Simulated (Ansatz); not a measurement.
# O: a changed input and its effect

System: O (P6₃/mmc, 4 atoms in the cell).
Method of run 1: DFT, PBE, all-electron LAPW, scalar-relativistic, no spin polarisation (Ansatz 0.2.0).

The structure derives from an entry of the Crystallography Open Database. Text and figures count atoms from 1; the logs count them from 0 in places.

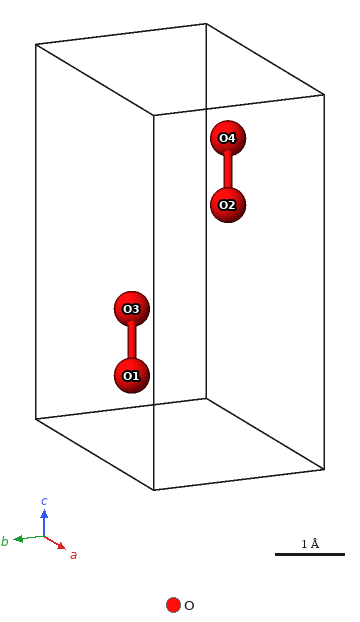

**Figure 1.** The structure (ball-and-stick view of the cell of the calculation, seen at an oblique angle; atoms are numbered from 1 in the order of the input). Near neighbours in the crystal (not all of them lie inside the picture): O has 1 O at 1.17 Å.

## Input, run 1
```yaml
crystal:
  lattice:
    - [2.5609995414, 0.0, 0.0]
    - [-1.2804997707, 2.2178906619, 0.0]
    - [0.0, 0.0, 6.575]
  atoms:
    - { symbol: O, position: [0.3333333333, 0.6666666667, 0.161] }
    - { symbol: O, position: [0.6666666667, 0.3333333333, 0.661] }
    - { symbol: O, position: [0.3333333333, 0.6666666667, 0.339] }
    - { symbol: O, position: [0.6666666667, 0.3333333333, 0.839] }
kpoints:
  mp_grid: { grid: [12, 12, 4] }
  band_path:
    path:
      - [0.0, 0.0, 0.0]
      - [0.5, 0.0, 0.0]
      - [0.3333333333, 0.3333333333, 0.0]
      - [0.0, 0.0, 0.0]
      - [0.0, 0.0, 0.5]
      - [0.5, 0.0, 0.5]
      - [0.3333333333, 0.3333333333, 0.5]
      - [0.0, 0.0, 0.5]
      - [0.5, 0.0, 0.5]
    npoints: 8
scf:
  occupations: { method: fermi_dirac, width: 0.01 }
hamiltonian:
  xc: pbe
  pseudopotentials: { kind: all_electron, lapw: { basis_error: 0.001 } }
output:
  forces: true
  stress: true
  eigenvalues: true
  populations: true
  dos: { projected: true, de: 0.2, e_range: [-14, 8] }
```

Hardware: 1 thread of an x86-64 CPU, shared host.

## Output, shortened to warnings, some set-up lines, iterations and results (run 1)
```
Basis set: ecut = 944.1326587381836 eV, 2469 PW (Γ), exchange–correlation at level 2
Symmetry: 24 space group operations
k-points: 57 of 576
Initial density: superposition of atomic densities (chi_scale 0.1, normalization cell)
[...]
SCF iter   1: F=—  HF=-8183.192768 eV  |F-HF|=—  |Δ(HF+E_count)|=         —  Δρ=7.09e-2  dr2=1.05e0  ethr=3.30e-3  ⟨swp⟩=2.2  Hψ=7127  notcnv=0
SCF iter   2: F=—  HF=-8182.708829 eV  |F-HF|=—  |Δ(HF+E_count)|=   4.84e-1  Δρ=3.06e-2  dr2=1.35e-1  ethr=3.28e-3  ⟨swp⟩=3.1  Hψ=3653  notcnv=0  defer=3
SCF iter   3: F=—  HF=-8182.686969 eV  |F-HF|=—  |Δ(HF+E_count)|=   2.19e-2  Δρ=6.89e-3  dr2=6.09e-3  ethr=1.90e-5  ⟨swp⟩=2.0  Hψ=5995  notcnv=0
SCF iter   4: F=—  HF=-8182.689129 eV  |F-HF|=—  |Δ(HF+E_count)|=         —  Δρ=1.35e-3  dr2=2.56e-4  ethr=1.90e-5  ⟨swp⟩=3.0  Hψ=3325  notcnv=0
SCF iter   5: F=—  HF=-8182.689201 eV  |F-HF|=—  |Δ(HF+E_count)|=   7.19e-5  Δρ=1.47e-4  dr2=3.60e-6  ethr=7.99e-7  ⟨swp⟩=3.0  Hψ=3304  notcnv=0
SCF iter   6: F=-8182.689204 eV  HF=-8182.689204 eV  |F-HF|=6.04e-9  |Δ(HF+E_count)|=   2.59e-6  Δρ=1.58e-5  dr2=5.53e-8  ethr=1.12e-8  ⟨swp⟩=3.0  Hψ=2966  notcnv=0
SCF 1 converged in 6 iterations: F = -8182.689204 eV  dr2 = 5.53e-8
NSCF: frozen V_eff on 65 k-points
SCF converged after 6 iterations
Free energy (F): -8182.689204 eV
Harris-Foulkes:  -8182.689204 eV  (|F-HF|=6.04e-9)
Internal energy: -8182.688469 eV  (E = F + TS)
E sigma→0 (E₀):  -8182.688836 eV
Entropy (-TS):   -0.000735 eV (-0.184 meV/atom)
Fermi energy:    4.961409 eV
--- Per-component energies (eV) ---
  E_band       = -4185.641484
  E_kinetic    = 8181.600969
  E_xc         = -920.847517
  E_electrostatic = -15443.441921  (all electrons and nuclei)
  E_smearing   = -0.000735  (= −TS)
  E_closure    = 0.000000  (closes the sum)
  E_atoms      = -8163.614013  (free atoms, spherical and without spin; not in F)
  Σ components = -8182.689204   (vs F -8182.689204, Δ=0.00e0)
  Basis errors (estimates in eV, not in F): energy 6.3e-4 per atom: plane waves 5.9e-4 (3.9e-4 summed), levels above the bands 0.0e0, relativity 4.3e-8, radial functions 4.5e-5, core shells 0.0e0; eigenvalues (radial functions only) 8.7e-7; not estimated: angular momenta, meshes, grids; target …
--- Forces (eV/Å), atoms counted from 1 ---
  atom   1  O      0.00000000    -0.00000000    -3.07369173
  atom   2  O      0.00000000     0.00000000    -3.07369173
  atom   3  O     -0.00000000    -0.00000000     3.07369173
  atom   4  O     -0.00000000     0.00000000     3.07369173
  max |Σ_I F_I| component: 1.01e-18 eV/Å
--- Stress (GPa, compression-positive) ---
       -0.045583       0.000000      -0.000000
        0.000000      -0.045583       0.000000
       -0.000000       0.000000      51.446875
  P = ⅓ Tr σ = 17.1186 GPa (171.186 kbar)
--- Löwdin populations: 4 sites ---
  site symbol       q [e]
     0      O      7.9454
     1      O      7.9454
     2      O      7.9454
     3      O      7.9454
  spilling = 0.006826 (of n_electrons = 32.000000)
```

The input of run 2 differs as follows (lines with − go, lines with + come):
```diff
-  pseudopotentials: { kind: all_electron, lapw: { basis_error: 0.001 } }
+  pseudopotentials: { kind: paw }
+  efg: { contact_densities: true }
+  bader: true
```

How does run 2 compare with run 1?

The total energies belong to different models, so their difference says nothing on which is more stable or more accurate. The largest force goes from 3.074 to 3.027 eV/Å. The number of SCF iterations is the same. The plane waves at Γ go from 2469 to 735.

## Output, shortened to warnings, some set-up lines, iterations and results (run 2)
```
Basis set: ecut = 420 eV, 735 PW (Γ), exchange–correlation on 36×36×90 points (8 copies of the dense FFT grid, shifted against one another)
Symmetry: 24 space group operations
k-points: 57 of 576
Initial density: superposition of atomic densities (neutral atoms: chi_scale 0, normalization atom), corrected by the library's trained network
[...]
SCF iter   1: F=—  HF=-2258.893105 eV  |F-HF|=—  |Δ(HF+E_count)|=         —  Δρ=7.28e-3  dr2=1.54e-2  ethr=1.77e-3  ⟨swp⟩=5.4  Hψ=4380  notcnv=0
SCF iter   2: F=—  HF=-2258.892459 eV  |F-HF|=—  |Δ(HF+E_count)|=   6.46e-4  Δρ=2.08e-3  dr2=1.32e-3  ethr=6.41e-5  ⟨swp⟩=2.4  Hψ=2207  notcnv=0  defer=22
SCF iter   3: F=—  HF=-2258.893392 eV  |F-HF|=—  |Δ(HF+E_count)|=   9.33e-4  Δρ=5.96e-4  dr2=5.87e-5  ethr=5.48e-6  ⟨swp⟩=2.0  Hψ=1596  notcnv=0  defer=22
SCF iter   4: F=—  HF=-2258.893544 eV  |F-HF|=—  |Δ(HF+E_count)|=   1.52e-4  Δρ=1.07e-4  dr2=3.10e-6  ethr=2.45e-7  ⟨swp⟩=2.0  Hψ=1620  notcnv=0  defer=22
SCF iter   5: F=-2258.893544 eV  HF=-2258.893544 eV  |F-HF|=6.12e-8  |Δ(HF+E_count)|=   2.20e-7  Δρ=2.60e-5  dr2=7.95e-8  ethr=1.29e-8  ⟨swp⟩=2.1  Hψ=1413  notcnv=0  defer=22
SCF iter   6: F=-2258.893544 eV  HF=-2258.893544 eV  |F-HF|=7.75e-9  |Δ(HF+E_count)|=   8.23e-8  Δρ=9.06e-6  dr2=1.20e-8  ethr=3.31e-10  ⟨swp⟩=2.9  Hψ=3594  notcnv=0
SCF 1 converged in 6 iterations: F = -2258.893544 eV  dr2 = 1.20e-8
NSCF: frozen V_eff on 65 k-points
SCF converged after 6 iterations
Free energy (F): -2258.893544 eV
Harris-Foulkes:  -2258.893544 eV  (|F-HF|=7.75e-9)
Internal energy: -2258.892820 eV  (E = F + TS)
E sigma→0 (E₀):  -2258.893182 eV
Entropy (-TS):   -0.000724 eV (-0.181 meV/atom)
Fermi energy:    4.868996 eV
--- Per-component energies (eV) ---
  E_band       = -152.117317
  E_kinetic    = 690.388177
  E_local      = -1478.812997  (includes V_loc(G=0)·N_el)
  E_nonlocal   = 194.806231
  E_hartree    = 474.212527
  E_xc         = -288.473724
  E_vxc        = -367.628186  (∫ρ·V_xc dr)
  E_paw        = -629.116405  (= ΣΔE_a)
  E_vpaw       = -139.307428  (= ΣTr[D̂ρ^β])
  E_aug_tail   = 0.009379  (compensation charges beyond the density's cutoff)
  E_ewald      = -1221.906007
  E_smearing   = -0.000724  (= −TS)
  E_closure    = -0.000000  (closes the sum)
  Σ components = -2258.893544   (vs F -2258.893544, Δ=0.00e0)
--- Forces (eV/Å), atoms counted from 1 ---
  atom   1  O      0.00000000     0.00000000    -3.02702161
  atom   2  O      0.00000000    -0.00000000    -3.02702161
  atom   3  O     -0.00000000     0.00000000     3.02702161
  atom   4  O     -0.00000000    -0.00000000     3.02702161
  max |Σ_I F_I| component: 8.10e-18 eV/Å
--- Stress (GPa, compression-positive) ---
       -0.019089      -0.000000       0.000000
        0.000000      -0.019089      -0.000000
        0.000000      -0.000000      51.134864
  P = ⅓ Tr σ = 17.0322 GPa (170.322 kbar)
--- PAW observables at the nuclei: V_zz in 10²¹ V/m², potentials from the cell's mean, atoms counted from 1 ---
  atom   1  O  V_zz =   +11.287506   η = 0.0000   by run symmetry: allowed
            electrostatic potential = -615.716910 V   contact ρ = 2164.213404 e/Å³
  atom   2  O  V_zz =   +11.287506   η = 0.0000   by run symmetry: allowed
            electrostatic potential = -615.716910 V   contact ρ = 2164.213404 e/Å³
  atom   3  O  V_zz =   +11.287506   η = 0.0000   by run symmetry: allowed
            electrostatic potential = -615.716910 V   contact ρ = 2164.213404 e/Å³
  atom   4  O  V_zz =   +11.287506   η = 0.0000   by run symmetry: allowed
            electrostatic potential = -615.716910 V   contact ρ = 2164.213404 e/Å³
--- Löwdin populations: 4 sites ---
  site symbol       q [e]
     0      O      5.9470
     1      O      5.9470
     2      O      5.9470
     3      O      5.9470
  spilling = 0.008827 (of n_electrons = 24.000000)
--- Bader charges: 4 sites ---
  site symbol  charge [e]  shift [e]
     0      O      0.0000     0.0000
     1      O      0.0000     0.0000
     2      O      0.0000     0.0000
     3      O      0.0000     0.0000
  estimated error of the sums over rays = 1.2e-5 e
```

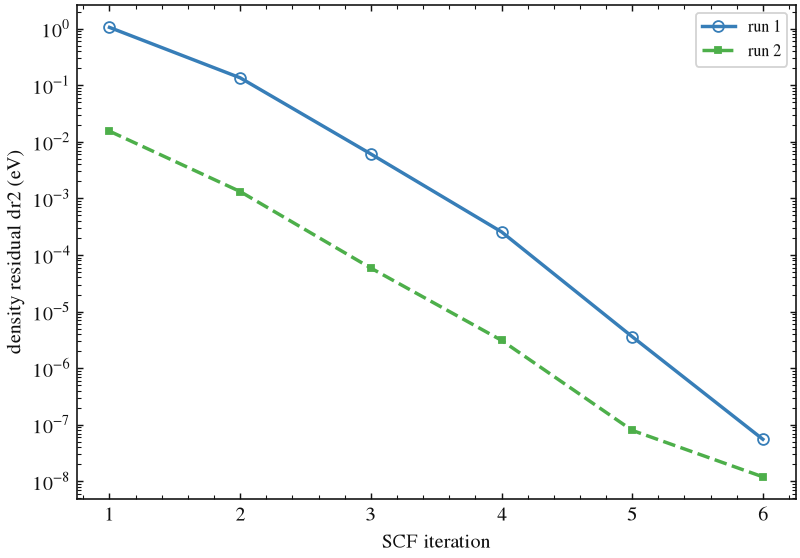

**Figure 2.** Convergence of the two runs: density residual dr2 against the SCF iteration. Run 1 takes 6 iterations in all, and run 2 takes 6.

## The two runs side by side

```csv
quantity,run 1,run 2
outcome,converged,converged
free energy per atom (eV),−2045.6723,−564.7234
pressure (GPa),17.12,17.03
largest force (eV/Å),3.074,3.027
SCF iterations,6,6
irreducible k-points,57,57
plane waves at Γ,2469,735
wall time (shared host),66 s,15 s
```
